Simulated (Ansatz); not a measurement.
## Two runs on GaAs

System: GaAs (F-43m, 2 atoms in the cell).
Method of run A: DFT, LDA, plane waves, PAW, no spin polarisation (Ansatz 0.2.0).

The structure derives from a Materials Project entry. Text and figures count atoms from 1; the logs count them from 0 in places.

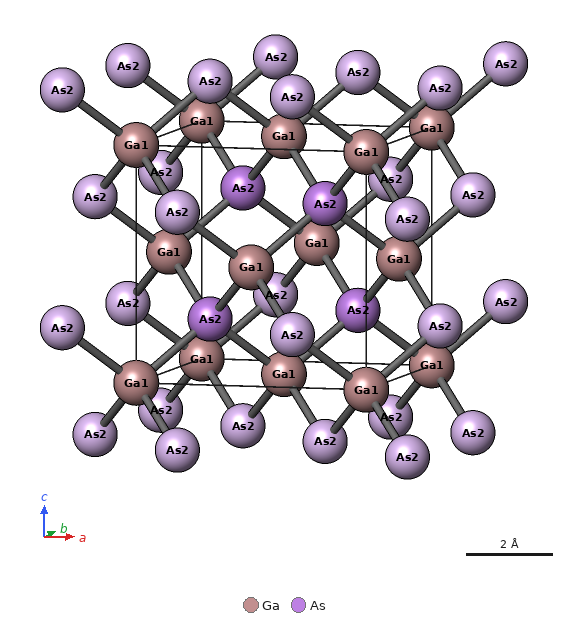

**Figure 1.** The structure as given in the input (ball-and-stick view of the cell 4 times as large as that of the calculation, set on its symmetry axes, seen slightly off an axis; neighbours outside the cell are drawn fainter; atoms are numbered from 1 in the order of the input). Near neighbours in the crystal (not all of them lie inside the picture): Ga has 4 As at 2.43 Å; As has 4 Ga at 2.43 Å.

**Input file, run A**
```yaml
crystal:
  lattice:
    - [0.0, 2.801690796, 2.801690796]
    - [2.801690796, 0.0, 2.801690796]
    - [2.801690796, 2.801690796, 0.0]
  atoms:
    - { symbol: Ga, position: [0.0, 0.0, 0.0] }
    - { symbol: As, position: [0.75, 0.75, 0.75] }
basis:
  ecutwfc: 420
kpoints:
  mp_grid: { grid: [15, 15, 15] }
hamiltonian:
  xc: lda
scf:
  occupations: { method: gaussian, width: 0.02 }
output:
  forces: true
  eigenvalues: true
  stress: true
```

Launched with:
```bash
ansatz run input.yaml --threads 4 --pin off --max-ram 8192MiB --backend cpu --events-out ev --progress --plain --runs-dir out
```

Hardware: 4 threads of Intel Xeon @ 2.70GHz, 189 GiB of memory available, shared host.

**Output, shortened to warnings, some set-up lines, iterations and results (run A)**
```
Basis set: ecut = 420 eV, 869 PW (Γ)
Symmetry: 24 space group operations
k-points: 120 of 3375 (time reversal used)
Initial density: superposition of atomic densities (neutral atoms: chi_scale 0, normalization atom), corrected by the library's trained network
[...]
SCF iter   1: F=—  HF=-8481.300947 eV  |F-HF|=—  |Δ(HF+E_count)|=         —  Δρ=5.24e-3  dr2=7.80e-3  ethr=1.77e-3  ⟨swp⟩=6.0  Hψ=10184  notcnv=0
SCF iter   2: F=—  HF=-8481.298064 eV  |F-HF|=—  |Δ(HF+E_count)|=   2.88e-3  Δρ=2.56e-3  dr2=1.07e-3  ethr=2.79e-5  ⟨swp⟩=2.4  Hψ=4514  notcnv=0
SCF iter   3: F=—  HF=-8481.297997 eV  |F-HF|=—  |Δ(HF+E_count)|=   6.64e-5  Δρ=7.04e-4  dr2=1.85e-4  ethr=3.81e-6  ⟨swp⟩=2.0  Hψ=3709  notcnv=0
SCF iter   4: F=—  HF=-8481.297922 eV  |F-HF|=—  |Δ(HF+E_count)|=   7.53e-5  Δρ=2.66e-4  dr2=1.36e-5  ethr=6.60e-7  ⟨swp⟩=2.0  Hψ=3240  notcnv=0
SCF iter   5: F=—  HF=-8481.297919 eV  |F-HF|=—  |Δ(HF+E_count)|=   3.18e-6  Δρ=1.50e-5  dr2=1.01e-7  ethr=4.87e-8  ⟨swp⟩=2.0  Hψ=2842  notcnv=0
SCF iter   6: F=-8481.297919 eV  HF=-8481.297919 eV  |F-HF|=3.38e-9  |Δ(HF+E_count)|=   1.66e-9  Δρ=4.35e-6  dr2=4.26e-9  ethr=3.57e-10  ⟨swp⟩=4.9  Hψ=9294  notcnv=0
SCF 1 converged in 6 iterations: F = -8481.297919 eV  dr2 = 4.26e-9
SCF converged after 6 iterations
Free energy (F): -8481.297919 eV
Harris-Foulkes:  -8481.297919 eV  (|F-HF|=3.38e-9)
Internal energy: -8481.297919 eV  (E = F + TS)
E sigma→0 (E₀):  -8481.297919 eV
Fermi energy:    8.481370 eV
--- Per-component energies (eV) ---
  E_band       = -315.037535
  E_kinetic    = 220.937281
  E_local      = -3887.733731  (includes V_loc(G=0)·N_el)
  E_nonlocal   = -238.596925
  E_hartree    = 1958.208032
  E_xc         = -148.330683
  E_vxc        = -138.916883  (∫ρ·V_xc dr)
  E_paw        = -3666.623114  (= ΣΔE_a)
  E_vpaw       = -187.146419  (= ΣTr[D̂ρ^β])
  E_aug_tail   = -0.000107  (compensation charges beyond the density's cutoff)
  E_ewald      = -2722.962382
  E_core_change = 3.803710  (= ΣΔE_core)
  E_smearing   = -0.000000  (= −TS)
  E_closure    = -0.000000  (closes the sum)
  Σ components = -8481.297919   (vs F -8481.297919, Δ=0.00e0)
--- Forces (eV/Å), atoms counted from 1 ---
  atom   1  Ga    -0.00000000     0.00000000     0.00000000
  atom   2  As     0.00000000    -0.00000000     0.00000000
  max |Σ_I F_I| component: 1.60e-16 eV/Å
--- Stress (GPa, compression-positive) ---
        0.000405      -0.000000      -0.000000
       -0.000000       0.000405       0.000000
       -0.000000       0.000000       0.000405
  P = ⅓ Tr σ = 0.0004 GPa (0.004 kbar)
```

The input of run B differs as follows (lines with − go, lines with + come):
```diff
+  xc_grid: 2
-  mp_grid: { grid: [15, 15, 15] }
+  mp_grid: { grid: [12, 12, 12] }
+  band_path: { path: [VBM, CBM], npoints: 2 }
```

How does run B compare with run A?

The free energy of run B is 0.18 meV per atom higher, the joint effect of these numerical settings, which can't be told apart here. The number of SCF iterations is the same. The irreducible k-points go from 120 to 72. On the same kind of shared host run B took about 1.9 times as long.

**Output, shortened to warnings, some set-up lines, iterations and results (run B)**
```
Basis set: ecut = 420 eV, 869 PW (Γ), exchange–correlation on 54×54×54 points (8 copies of the dense FFT grid, shifted against one another)
Symmetry: 24 space group operations
k-points: 72 of 1728 (time reversal used)
Initial density: superposition of atomic densities (neutral atoms: chi_scale 0, normalization atom), corrected by the library's trained network
[...]
SCF iter   1: F=—  HF=-8481.300562 eV  |F-HF|=—  |Δ(HF+E_count)|=         —  Δρ=5.23e-3  dr2=7.73e-3  ethr=1.77e-3  ⟨swp⟩=6.0  Hψ=6131  notcnv=0
SCF iter   2: F=—  HF=-8481.297706 eV  |F-HF|=—  |Δ(HF+E_count)|=   2.86e-3  Δρ=2.55e-3  dr2=1.06e-3  ethr=2.76e-5  ⟨swp⟩=2.5  Hψ=2751  notcnv=0
SCF iter   3: F=—  HF=-8481.297640 eV  |F-HF|=—  |Δ(HF+E_count)|=   6.59e-5  Δρ=6.99e-4  dr2=1.81e-4  ethr=3.78e-6  ⟨swp⟩=2.0  Hψ=2222  notcnv=0
SCF iter   4: F=—  HF=-8481.297567 eV  |F-HF|=—  |Δ(HF+E_count)|=   7.27e-5  Δρ=2.64e-4  dr2=1.35e-5  ethr=6.47e-7  ⟨swp⟩=2.0  Hψ=1956  notcnv=0
SCF iter   5: F=—  HF=-8481.297564 eV  |F-HF|=—  |Δ(HF+E_count)|=   3.80e-6  Δρ=1.51e-5  dr2=1.00e-7  ethr=4.84e-8  ⟨swp⟩=2.1  Hψ=1738  notcnv=0
SCF iter   6: F=-8481.297564 eV  HF=-8481.297564 eV  |F-HF|=4.32e-9  |Δ(HF+E_count)|=  1.27e-10  Δρ=4.55e-6  dr2=4.66e-9  ethr=3.57e-10  ⟨swp⟩=4.9  Hψ=5560  notcnv=0
SCF 1 converged in 6 iterations: F = -8481.297564 eV  dr2 = 4.66e-9
NSCF: frozen V_eff on 16 k-points
NSCF: frozen V_eff on 16 k-points
NSCF: frozen V_eff on 16 k-points
NSCF: frozen V_eff on 9 k-points
NSCF: frozen V_eff on 5 k-points
NSCF: frozen V_eff on 2 k-points
NSCF: frozen V_eff on 2 k-points
NSCF: frozen V_eff on 2 k-points
NSCF: frozen V_eff on 2 k-points
NSCF: frozen V_eff on 2 k-points
NSCF: frozen V_eff on 2 k-points
NSCF: frozen V_eff on 3 k-points
SCF converged after 6 iterations
Free energy (F): -8481.297564 eV
Harris-Foulkes:  -8481.297564 eV  (|F-HF|=4.32e-9)
Internal energy: -8481.297564 eV  (E = F + TS)
E sigma→0 (E₀):  -8481.297564 eV
Fermi energy:    8.481527 eV
--- Per-component energies (eV) ---
  E_band       = -315.033857
  E_kinetic    = 220.937808
  E_local      = -3887.741464  (includes V_loc(G=0)·N_el)
  E_nonlocal   = -238.591659
  E_hartree    = 1958.216212
  E_xc         = -148.328622
  E_vxc        = -138.914653  (∫ρ·V_xc dr)
  E_paw        = -3666.631059  (= ΣΔE_a)
  E_vpaw       = -187.159840  (= ΣTr[D̂ρ^β])
  E_aug_tail   = -0.000107  (compensation charges beyond the density's cutoff)
  E_ewald      = -2722.962382
  E_core_change = 3.803710  (= ΣΔE_core)
  E_smearing   = -0.000000  (= −TS)
  E_closure    = -0.000000  (closes the sum)
  Σ components = -8481.297564   (vs F -8481.297564, Δ=0.00e0)
--- Forces (eV/Å), atoms counted from 1 ---
  atom   1  Ga    -0.00000000    -0.00000000     0.00000000
  atom   2  As     0.00000000     0.00000000     0.00000000
  max |Σ_I F_I| component: 2.04e-16 eV/Å
--- Stress (GPa, compression-positive) ---
       -0.005719      -0.000000      -0.000000
        0.000000      -0.005719       0.000000
        0.000000       0.000000      -0.005719
  P = ⅓ Tr σ = -0.0057 GPa (-0.057 kbar)
```

**The two runs side by side**

| quantity | run A | run B |
| --- | --- | --- |
| outcome | converged | converged |
| free energy per atom (eV) | −4240.6490 | −4240.6488 |
| gap on the mesh (eV) | 0.49 | 0.49 |
| pressure (GPa) | 0.00 | −0.01 |
| largest force (eV/Å) | 0.000 | 0.000 |
| SCF iterations | 6 | 6 |
| irreducible k-points | 120 | 72 |
| plane waves at Γ | 869 | 869 |
| wall time (shared host) | 2.5 s | 4.8 s |
